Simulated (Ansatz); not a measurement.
# How much does Sn in Nb(100), 2x2 scatter?, part 2 of 3

Wanted: the reflection from a plane of defects, Sn in Nb(100), 2x2, and the resistivity it implies.

Ansatz 0.2.0; Ansatz plane-wave DFT, PBE, PAW files; ballistic transport by layer matching (Landauer), zero bias; PAW set soft_1 (the session's first sound run).

So far, resistivity per at.% scaled from this dense plane, with the factor 3/4 for isotropic scattering (µΩ cm): step 3 (resistance at ideal sites) 4.60.

**4. Relaxing the neighbours**

The neighbours of the defect are let go while the lead's layers stay on their sites, since a lead must repeat to 0.01 Å.

This step: Ansatz plane-wave DFT, PBE, PAW files; relaxation with the lead's layers held; PAW set soft_1 (Ansatz 0.2.0).

The input, input.yaml:

```yaml
crystal:
  lattice:
    - [6.6126, 0.0, 0.0]
    - [0.0, 6.6126, 0.0]
    - [0.0, 0.0, 29.7567]
  atoms:
    - { symbol: Nb, position: [0.0, 0.0, 0.0277777778] }
    - { symbol: Nb, position: [0.0, 0.5, 0.0277777778] }
    - { symbol: Nb, position: [0.5, 0.0, 0.0277777778] }
    - { symbol: Nb, position: [0.5, 0.5, 0.0277777778] }
    - { symbol: Nb, position: [0.25, 0.25, 0.0833333333] }
    - { symbol: Nb, position: [0.25, 0.75, 0.0833333333] }
    - { symbol: Nb, position: [0.75, 0.25, 0.0833333333] }
    - { symbol: Nb, position: [0.75, 0.75, 0.0833333333] }
    - { symbol: Nb, position: [0.0, 0.0, 0.1388888889] }
    - { symbol: Nb, position: [0.0, 0.5, 0.1388888889] }
    - { symbol: Nb, position: [0.5, 0.0, 0.1388888889] }
    - { symbol: Nb, position: [0.5, 0.5, 0.1388888889] }
    - { symbol: Nb, position: [0.25, 0.25, 0.1944444444] }
    - { symbol: Nb, position: [0.25, 0.75, 0.1944444444] }
    - { symbol: Nb, position: [0.75, 0.25, 0.1944444444] }
    - { symbol: Nb, position: [0.75, 0.75, 0.1944444444] }
    - { symbol: Nb, position: [0.0, 0.0, 0.25] }
    - { symbol: Nb, position: [0.0, 0.5, 0.25] }
    - { symbol: Nb, position: [0.5, 0.0, 0.25] }
    - { symbol: Nb, position: [0.5, 0.5, 0.25] }
    - { symbol: Nb, position: [0.25, 0.25, 0.3055555556] }
    - { symbol: Nb, position: [0.25, 0.75, 0.3055555556] }
    - { symbol: Nb, position: [0.75, 0.25, 0.3055555556] }
    - { symbol: Nb, position: [0.75, 0.75, 0.3055555556] }
    - { symbol: Nb, position: [0.0, 0.0, 0.3611111111] }
    - { symbol: Nb, position: [0.0, 0.5, 0.3611111111] }
    - { symbol: Nb, position: [0.5, 0.0, 0.3611111111] }
    - { symbol: Nb, position: [0.5, 0.5, 0.3611111111] }
    - { symbol: Nb, position: [0.25, 0.25, 0.4166666667] }
    - { symbol: Nb, position: [0.25, 0.75, 0.4166666667] }
    - { symbol: Nb, position: [0.75, 0.25, 0.4166666667] }
    - { symbol: Nb, position: [0.75, 0.75, 0.4166666667] }
    - { symbol: Nb, position: [0.0, 0.0, 0.4722222222] }
    - { symbol: Nb, position: [0.0, 0.5, 0.4722222222] }
    - { symbol: Nb, position: [0.5, 0.0, 0.4722222222] }
    - { symbol: Nb, position: [0.5, 0.5, 0.4722222222] }
    - { symbol: Sn, position: [0.25, 0.25, 0.5277777778] }
    - { symbol: Nb, position: [0.25, 0.75, 0.5277777778] }
    - { symbol: Nb, position: [0.75, 0.25, 0.5277777778] }
    - { symbol: Nb, position: [0.75, 0.75, 0.5277777778] }
    - { symbol: Nb, position: [0.0, 0.0, 0.5833333333] }
    - { symbol: Nb, position: [0.0, 0.5, 0.5833333333] }
    - { symbol: Nb, position: [0.5, 0.0, 0.5833333333] }
    - { symbol: Nb, position: [0.5, 0.5, 0.5833333333] }
    - { symbol: Nb, position: [0.25, 0.25, 0.6388888889] }
    - { symbol: Nb, position: [0.25, 0.75, 0.6388888889] }
    - { symbol: Nb, position: [0.75, 0.25, 0.6388888889] }
    - { symbol: Nb, position: [0.75, 0.75, 0.6388888889] }
    - { symbol: Nb, position: [0.0, 0.0, 0.6944444444] }
    - { symbol: Nb, position: [0.0, 0.5, 0.6944444444] }
    - { symbol: Nb, position: [0.5, 0.0, 0.6944444444] }
    - { symbol: Nb, position: [0.5, 0.5, 0.6944444444] }
    - { symbol: Nb, position: [0.25, 0.25, 0.75] }
    - { symbol: Nb, position: [0.25, 0.75, 0.75] }
    - { symbol: Nb, position: [0.75, 0.25, 0.75] }
    - { symbol: Nb, position: [0.75, 0.75, 0.75] }
    - { symbol: Nb, position: [0.0, 0.0, 0.8055555556] }
    - { symbol: Nb, position: [0.0, 0.5, 0.8055555556] }
    - { symbol: Nb, position: [0.5, 0.0, 0.8055555556] }
    - { symbol: Nb, position: [0.5, 0.5, 0.8055555556] }
    - { symbol: Nb, position: [0.25, 0.25, 0.8611111111] }
    - { symbol: Nb, position: [0.25, 0.75, 0.8611111111] }
    - { symbol: Nb, position: [0.75, 0.25, 0.8611111111] }
    - { symbol: Nb, position: [0.75, 0.75, 0.8611111111] }
    - { symbol: Nb, position: [0.0, 0.0, 0.9166666667] }
    - { symbol: Nb, position: [0.0, 0.5, 0.9166666667] }
    - { symbol: Nb, position: [0.5, 0.0, 0.9166666667] }
    - { symbol: Nb, position: [0.5, 0.5, 0.9166666667] }
    - { symbol: Nb, position: [0.25, 0.25, 0.9722222222] }
    - { symbol: Nb, position: [0.25, 0.75, 0.9722222222] }
    - { symbol: Nb, position: [0.75, 0.25, 0.9722222222] }
    - { symbol: Nb, position: [0.75, 0.75, 0.9722222222] }
kpoints:
  mp_grid: { grid: [4, 4, 1] }
hamiltonian:
  xc: pbe
  pseudopotentials: { kind: paw, azcp: { folder: soft_1 } }
scf:
  occupations: { method: fermi_dirac, width: 0.1 }
relax:
  f_tol: 0.03
  max_steps: 40
  constraints:
    - { sites: [0, 1, 2, 3, 4, 5, 6, 7, 8, 9, 10, 11, 12, 13, 14, 15, 16, 17, 18, 19, 52, 53, 54, 55, 56, 57, 58, 59, 60, 61, 62, 63, 64, 65, 66, 67, 68, 69, 70, 71] }
```

The run is started by

```
> ansatz run input.yaml --threads 4 --pin off --max-ram 15360MiB --backend cpu --events-out ev --progress --plain --runs-dir out
```

Numbers of over 12 decimals in the logs are rounded to 6 here.

What it wrote:

```text
Warning: crystal.symmetry: narrowed to the stabiliser of the relax constraints — unitary ops 16 → 8; lowered at sites 20, 21, 22, 23, 52, 53, 54, 55 (the operations that carried what is held of a site onto what its image site leaves free; the constrained walk keeps no symmetry that its constraints do not admit)
[...]
Crystal: 72 atoms, lattice volume = 1301.156 Å³
Basis set: ecut = 420 eV, 25467 PW (Γ), exchange–correlation on 90×90×400 points (8 copies of the dense FFT grid, shifted against one another)
Bands: 563, of which v1, the nominal top of the filled ones, is band 469 counted from 1 (468 counted from 0)
Symmetry: 8 space group operations
k-points: 6 of 16
[...]
SCF iter   1: F=—  HF=-329317.483257 eV  |F-HF|=—  |Δ(HF+E_count)|=         —  Δρ=1.02e-1  dr2=8.43e3  ethr=3.10e-3  ⟨swp⟩=7.0  Hψ=14447  notcnv=0
[...]
SCF iter  10: F=-329240.607341 eV  HF=-329240.607344 eV  |F-HF|=3.20e-6  |Δ(HF+E_count)|=   1.16e-6  Δρ=3.80e-6  dr2=3.28e-6  ethr=2.40e-9  ⟨swp⟩=4.0  Hψ=8285  notcnv=0
SCF 1 converged in 10 iterations: F = -329240.607341 eV  dr2 = 3.28e-6
[...]
relax step   1: F+E_penalty+E_count = -329240.60734094 eV  Δ(F+E_penalty+E_count) = +0.000e0 eV  max|allowed force component| = 5.091e-1 eV/Å  Δτ_max = 0.0000 Å  (10 SCF iters, dr2 threshold 2.25e-5 eV, accepted)
[...]
iter 1 solved again at ethr=2.77e-3 eV; its pass at ethr=3.10e-3 eV (dr2=2.60e1 eV) is discarded
[...]
SCF iter   7: F=-329240.001626 eV  HF=-329240.001628 eV  |F-HF|=2.15e-6  |Δ(HF+E_count)|=   1.34e-6  Δρ=6.78e-6  dr2=2.35e-6  ethr=1.73e-9  ⟨swp⟩=4.0  Hψ=8988  notcnv=0
SCF 2 converged in 7 iterations: F = -329240.001626 eV  dr2 = 2.35e-6
[...]
relax step   2: F+E_penalty+E_count = -329240.00162617 eV  Δ(F+E_penalty+E_count) = +6.057e-1 eV  max|allowed force component| = 1.009e0 eV/Å  Δτ_max = 0.1981 Å  (7 SCF iters, dr2 threshold 1.62e-5 eV, rejected (line search))
[...]
SCF iter   1: F=—  HF=-329241.291452 eV  |F-HF|=—  |Δ(HF+E_count)|=         —  Δρ=9.51e-3  dr2=7.85e0  ethr=6.94e-4  ⟨swp⟩=1.2  Hψ=11291  notcnv=0  defer=4
eigensolver tolerance schedule calibrated: the retry pair's looser diagonalisation under-reported the residual by θ = 0.17 (0.27/decade); ethr = c·dr2/N_el runs at the constant in force after the calibration composes with the one it found (an armed cap, an earlier calibration), c = 1.4e-2
[...]
SCF iter   2: F=—  HF=-329240.991507 eV  |F-HF|=—  |Δ(HF+E_count)|=   3.00e-1  Δρ=4.95e-3  dr2=2.21e0  ethr=1.19e-4  ⟨swp⟩=2.0  Hψ=4282  notcnv=0  defer=4
[...]
SCF iter   8: F=-329240.877250 eV  HF=-329240.877250 eV  |F-HF|=4.50e-8  |Δ(HF+E_count)|=   3.68e-8  Δρ=8.68e-7  dr2=4.74e-8  ethr=1.52e-12  ⟨swp⟩=4.0  Hψ=8699  notcnv=0
SCF 3 converged in 8 iterations: F = -329240.877250 eV  dr2 = 4.74e-8
relax step   3: F+E_penalty+E_count = -329240.87724963 eV  Δ(F+E_penalty+E_count) = -2.699e-1 eV  max|allowed force component| = 5.370e-2 eV/Å  Δτ_max = 0.0964 Å  (8 SCF iters, accepted)
SCF iter   1: F=—  HF=-329240.883725 eV  |F-HF|=—  |Δ(HF+E_count)|=         —  Δρ=6.37e-4  dr2=9.01e-2  ethr=3.07e-5  ⟨swp⟩=2.0  Hψ=4946  notcnv=0  defer=8
[...]
SCF iter   6: F=-329240.879677 eV  HF=-329240.879677 eV  |F-HF|=1.23e-8  |Δ(HF+E_count)|=   5.31e-8  Δρ=6.99e-7  dr2=1.54e-8  ethr=1.07e-11  ⟨swp⟩=4.0  Hψ=10216  notcnv=0
SCF 4 converged in 6 iterations: F = -329240.879677 eV  dr2 = 1.54e-8
relax step   4: F+E_penalty+E_count = -329240.87967739 eV  Δ(F+E_penalty+E_count) = -2.428e-3 eV  max|allowed force component| = 2.816e-2 eV/Å  Δτ_max = 0.0076 Å  (6 SCF iters, accepted)
SCF converged after 6 iterations
Free energy (F): -329240.879677 eV
[...]
Internal energy: -329237.580136 eV  (E = F + TS)
E sigma→0 (E₀):  -329239.229906 eV
Entropy (-TS):   -3.299542 eV (-45.827 meV/atom)
Fermi energy:    17.753991 eV
[...]
--- Forces (eV/Å), atoms counted from 1 ---
  atom   1  Nb     0.00337052     0.00337052    -0.00197422
  atom   2  Nb     0.00337052    -0.00337052    -0.00197422
  atom   3  Nb    -0.00337052     0.00337052    -0.00197422
  atom   4  Nb    -0.00337052    -0.00337052    -0.00197422
  atom   5  Nb    -0.00000000     0.00000000     0.02414872
  atom   6  Nb     0.00000000     0.00000000     0.00788988
  atom   7  Nb     0.00000000     0.00000000     0.00788988
  atom   8  Nb     0.00000000     0.00000000     0.00003244
  atom   9  Nb    -0.00088911    -0.00088911    -0.02295895
  atom  10  Nb    -0.00088911     0.00088911    -0.02295895
  atom  11  Nb     0.00088911    -0.00088911    -0.02295895
  atom  12  Nb     0.00088911     0.00088911    -0.02295895
  atom  13  Nb     0.00000000     0.00000000     0.00079459
  atom  14  Nb     0.00000000     0.00000000    -0.01781083
  atom  15  Nb     0.00000000     0.00000000    -0.01781083
  atom  16  Nb     0.00000000     0.00000000     0.04889096
  atom  17  Nb     0.00657899     0.00657899    -0.03900912
  atom  18  Nb     0.00657899    -0.00657899    -0.03900912
  atom  19  Nb    -0.00657899     0.00657899    -0.03900912
  atom  20  Nb    -0.00657899    -0.00657899    -0.03900912
  atom  21  Nb     0.00000000     0.00000000     0.01774418
  atom  22  Nb     0.00000000     0.00000000     0.00400153
  atom  23  Nb     0.00000000     0.00000000     0.00400153
  atom  24  Nb    -0.00000000     0.00000000    -0.02013115
  atom  25  Nb    -0.00086618    -0.00086618    -0.00432917
  atom  26  Nb    -0.00086618     0.00086618    -0.00432917
  atom  27  Nb     0.00086618    -0.00086618    -0.00432917
  atom  28  Nb     0.00086618     0.00086618    -0.00432917
  atom  29  Nb    -0.00000000     0.00000000     0.01092343
  atom  30  Nb    -0.00000000     0.00000000     0.01048190
  atom  31  Nb    -0.00000000     0.00000000     0.01048190
  atom  32  Nb     0.00000000     0.00000000    -0.02816424
  atom  33  Nb     0.00905834     0.00905834    -0.00179552
  atom  34  Nb     0.00905834    -0.00905834    -0.00179552
  atom  35  Nb    -0.00905834     0.00905834    -0.00179552
  atom  36  Nb    -0.00905834    -0.00905834    -0.00179552
  atom  37  Sn    -0.00000000     0.00000000    -0.00084339
  atom  38  Nb     0.00000000     0.00000000     0.00075503
  atom  39  Nb     0.00000000     0.00000000     0.00075503
  atom  40  Nb    -0.00000000     0.00000000     0.00496630
[...]
atom  61  Nb    -0.00000000     0.00000000    -0.01878777
  atom  62  Nb     0.00000000     0.00000000    -0.00049809
  atom  63  Nb     0.00000000     0.00000000    -0.00049809
  atom  64  Nb    -0.00000000     0.00000000    -0.06635418
  atom  65  Nb    -0.00053681    -0.00053681     0.01803596
  atom  66  Nb    -0.00053681     0.00053681     0.01803596
  atom  67  Nb     0.00053681    -0.00053681     0.01803596
  atom  68  Nb     0.00053681     0.00053681     0.01803596
  atom  69  Nb    -0.00000000     0.00000000    -0.01466663
  atom  70  Nb     0.00000000     0.00000000    -0.00748729
  atom  71  Nb     0.00000000     0.00000000    -0.00748729
  atom  72  Nb     0.00000000     0.00000000     0.00996667
  max |Σ_I F_I| component: 4.83e-5 eV/Å
--- Relaxed structure (4 steps of the walk, 3 accepted, 0 SCFs on fresh bases) ---
  F+E_penalty+E_count = -329240.87967739 eV   max|allowed force component| = 2.816e-2 eV/Å
  atoms:
    - { symbol: Nb, position: [0.0, 0.0, 0.027778] }
    - { symbol: Nb, position: [0.0, 0.500000, 0.027778] }
    - { symbol: Nb, position: [0.500000, 0.0, 0.027778] }
    - { symbol: Nb, position: [0.500000, 0.500000, 0.027778] }
    - { symbol: Nb, position: [0.250000, 0.250000, 0.083333] }
    - { symbol: Nb, position: [0.250000, 0.750000, 0.083333] }
    - { symbol: Nb, position: [0.750000, 0.250000, 0.083333] }
    - { symbol: Nb, position: [0.750000, 0.750000, 0.083333] }
    - { symbol: Nb, position: [0.0, 0.0, 0.138889] }
    - { symbol: Nb, position: [0.0, 0.500000, 0.138889] }
    - { symbol: Nb, position: [0.500000, 0.0, 0.138889] }
    - { symbol: Nb, position: [0.500000, 0.500000, 0.138889] }
    - { symbol: Nb, position: [0.250000, 0.250000, 0.194444] }
    - { symbol: Nb, position: [0.250000, 0.750000, 0.194444] }
    - { symbol: Nb, position: [0.750000, 0.250000, 0.194444] }
    - { symbol: Nb, position: [0.750000, 0.750000, 0.194444] }
    - { symbol: Nb, position: [0.0, 0.0, 0.250000] }
    - { symbol: Nb, position: [0.0, 0.500000, 0.250000] }
    - { symbol: Nb, position: [0.500000, 0.0, 0.250000] }
    - { symbol: Nb, position: [0.500000, 0.500000, 0.250000] }
    - { symbol: Nb, position: [0.250000, 0.250000, 0.304912] }
    - { symbol: Nb, position: [0.250000, 0.750000, 0.305423] }
    - { symbol: Nb, position: [0.750000, 0.250000, 0.305423] }
    - { symbol: Nb, position: [0.750000, 0.750000, 0.304961] }
    - { symbol: Nb, position: [0.00117605, 0.00117605, 0.360996] }
    - { symbol: Nb, position: [0.00117605, 0.498824, 0.360996] }
    - { symbol: Nb, position: [0.498824, 0.00117605, 0.360996] }
    - { symbol: Nb, position: [0.498824, 0.498824, 0.360996] }
    - { symbol: Nb, position: [0.250000, 0.250000, 0.417321] }
    - { symbol: Nb, position: [0.250000, 0.750000, 0.416444] }
    - { symbol: Nb, position: [0.750000, 0.250000, 0.416444] }
    - { symbol: Nb, position: [0.750000, 0.750000, 0.413562] }
    - { symbol: Nb, position: [-0.00663277, -0.00663277, 0.470991] }
    - { symbol: Nb, position: [-0.00663277, 0.506633, 0.470991] }
    - { symbol: Nb, position: [0.506633, -0.00663277, 0.470991] }
    - { symbol: Nb, position: [0.506633, 0.506633, 0.470991] }
    - { symbol: Sn, position: [0.250000, 0.250000, 0.527628] }
    - { symbol: Nb, position: [0.250000, 0.750000, 0.527617] }
    - { symbol: Nb, position: [0.750000, 0.250000, 0.527617] }
    - { symbol: Nb, position: [0.750000, 0.750000, 0.527653] }
    - { symbol: Nb, position: [-0.00661589, -0.00661589, 0.584260] }
[...]
- { symbol: Nb, position: [0.250000, 0.250000, 0.861111] }
    - { symbol: Nb, position: [0.250000, 0.750000, 0.861111] }
    - { symbol: Nb, position: [0.750000, 0.250000, 0.861111] }
    - { symbol: Nb, position: [0.750000, 0.750000, 0.861111] }
    - { symbol: Nb, position: [0.0, 0.0, 0.916667] }
    - { symbol: Nb, position: [0.0, 0.500000, 0.916667] }
    - { symbol: Nb, position: [0.500000, 0.0, 0.916667] }
    - { symbol: Nb, position: [0.500000, 0.500000, 0.916667] }
    - { symbol: Nb, position: [0.250000, 0.250000, 0.972222] }
    - { symbol: Nb, position: [0.250000, 0.750000, 0.972222] }
    - { symbol: Nb, position: [0.750000, 0.250000, 0.972222] }
    - { symbol: Nb, position: [0.750000, 0.750000, 0.972222] }
```

Wall time 16 min (4 threads of Arm Neoverse V1, shared host); peak memory 9.1 GiB; 62 min of CPU time.

Step by step:

| step | energy less that of the first step (eV) | largest force component (eV/Å) |
| --- | --- | --- |
| 1 | 0.0000 | 0.5091 |
| 2 | 0.6057 | 1.0086 |
| 3 | -0.2699 | 0.0537 |
| 4 | -0.2723 | 0.0282 |

Relaxation step 2 was tried and not accepted.

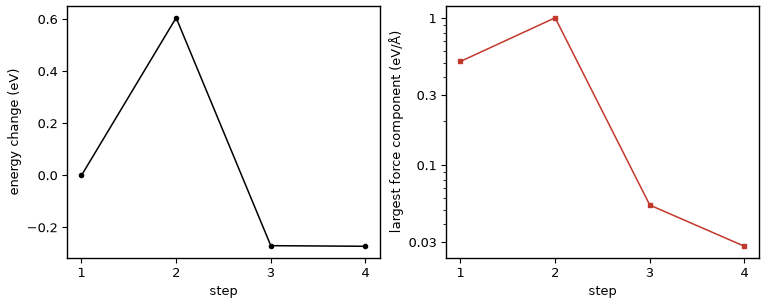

Energy and largest force along the relaxation.

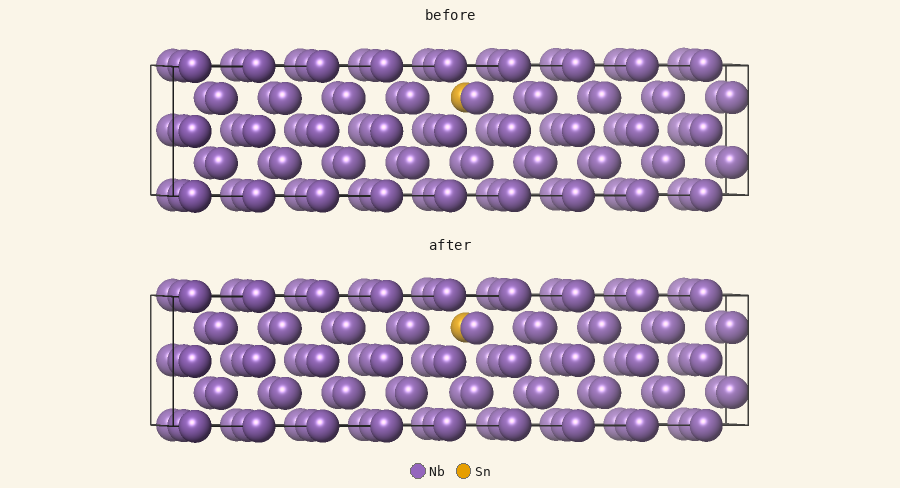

The structure before and after the relaxation, drawn at the same scale.

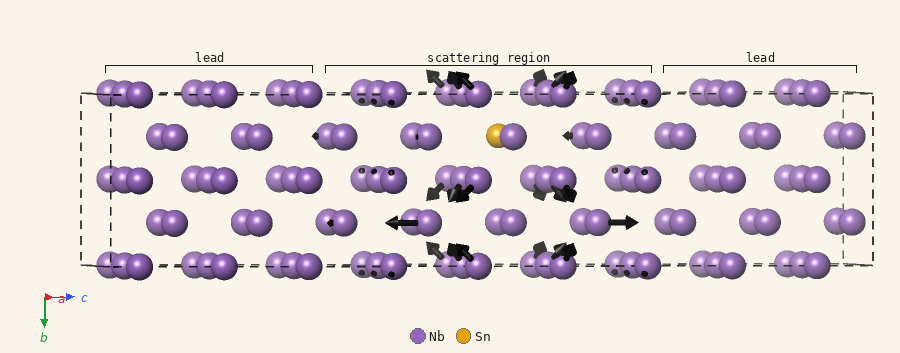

Displacements in the relaxation, exaggerated; the longest in the cell stands for 0.09 Å. Some periodic images of atoms are drawn too.

The atoms that moved most (Å):

| atom | dx | dy | dz | length |
| --- | --- | --- | --- | --- |
| Nb32 | 0.000 | 0.000 | -0.092 | 0.092 |
| Nb48 | 0.000 | 0.000 | 0.084 | 0.084 |
| Nb33 | -0.044 | -0.044 | -0.037 | 0.072 |
| Nb35 | 0.044 | -0.044 | -0.037 | 0.072 |
| Nb34 | -0.044 | 0.044 | -0.037 | 0.072 |
| Nb36 | 0.044 | 0.044 | -0.037 | 0.072 |
| Nb44 | 0.044 | 0.044 | 0.028 | 0.068 |
| Nb43 | 0.044 | -0.044 | 0.028 | 0.068 |

Numbers from this step:

* free energy: -329240.8797 eV
* energy at zero smearing: -329239.2299 eV

The largest force component on a free atom ends at 0.028 eV/Å, under the tolerance of 0.03, after 4 steps.

(Part 2 of 3 ends here.)

[Logs are printed without paths, hosts, clocks, repeated set-up lines and the standing remarks that a program may print on its own settings, such as how far it seeks lower states.]

[Hosts, paths, dates, database ids (printed as entryN), source tags and the programs' standing remarks are cut or masked in the printed files.]
